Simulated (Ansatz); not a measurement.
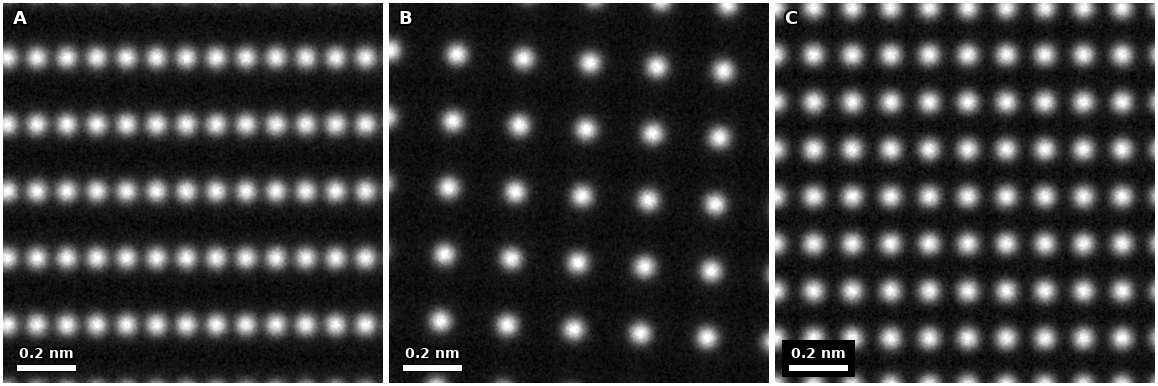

Three views of Co (Pm-3m, No. 221) along different zone axes. Simulated incoherent Z contrast: every atom adds Z^1.7 spread by a probe of 0.50 Å full width; channelling and multiple scattering are left out. The probe carries 15 % of its weight in a tail 2.5 times as wide. The display is stretched by a gamma of 0.65; percentages refer to the linear signal. Shot noise was added. Structure used: the geometry given to an electronic-structure calculation, possibly off equilibrium; the starting structure was generated, so it need not be a known form of this composition.

```yaml
crystal:
  lattice:
    - [2.28487, 0.00000, 0.00000]
    - [0.00000, 2.28487, 0.00000]
    - [0.00000, 0.00000, 2.28487]
  atoms:
    - { symbol: Co, position: [0.00000, 0.00000, 0.00000] }
```

**Match the panels to the zone axes [001], [210] and [211].**

A is [210]: projected cell 1.02 × 2.28 Å, 90°, plane group p2mm. B is [001]: projected cell 2.28 × 2.28 Å, 90°, plane group p4mm. C is [211]: projected cell 1.32 × 1.62 Å, 90°.
